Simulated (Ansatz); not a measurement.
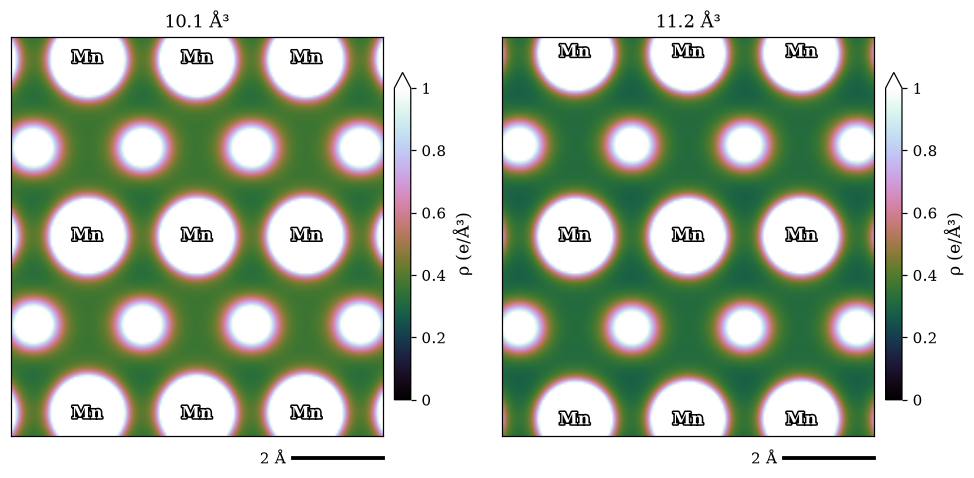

Mn. The valence charge density (pseudo) of cells scaled evenly to different volumes (given per atom above each panel), on the (100) plane of each (indices in the axes of the cell below), at one length scale and on one colour scale.

A structure from a database of computed crystals, not necessarily the ambient phase; the program warned that a starting moment wasn't kept; spin-polarised, but the moments vanished.

Theory: Kohn-Sham DFT of a periodic cell, PBE, Ansatz PAW (Ansatz).

The largest cell:

```
Mn
1.0
     2.51633    0.00000    0.00000
    -1.25816    2.17920    0.00000
     0.00000    0.00000    4.07918
Mn
2
Direct
  0.33333 0.66667 0.25000
  0.66667 0.33333 0.75000
```

| volume (Å³/atom) | Mn–Mn contact in the plane (Å) | ρ at its midpoint (e/Å³) | pressure (GPa) | 
| --- | --- | --- | --- |
| 10.11 | 2.433 | 0.409 | 18.5 | 
| 10.75 | 2.484 | ? | ? | 
| 11.18 | 2.516 | 0.354 | −8.4 | 

**What values belong in the row with question marks?**

Over the known rows ln ρ falls by 1.74 per Å of Mn–Mn distance (the line through the two), which gives 0.374 e/Å³ at 2.484 Å; the calculation gives 0.375 e/Å³. For the pressure, a straight line in volume between the neighbouring rows gives 2.4 GPa; the calculation gives −1.1, lower because pressure rises ever faster on compression.
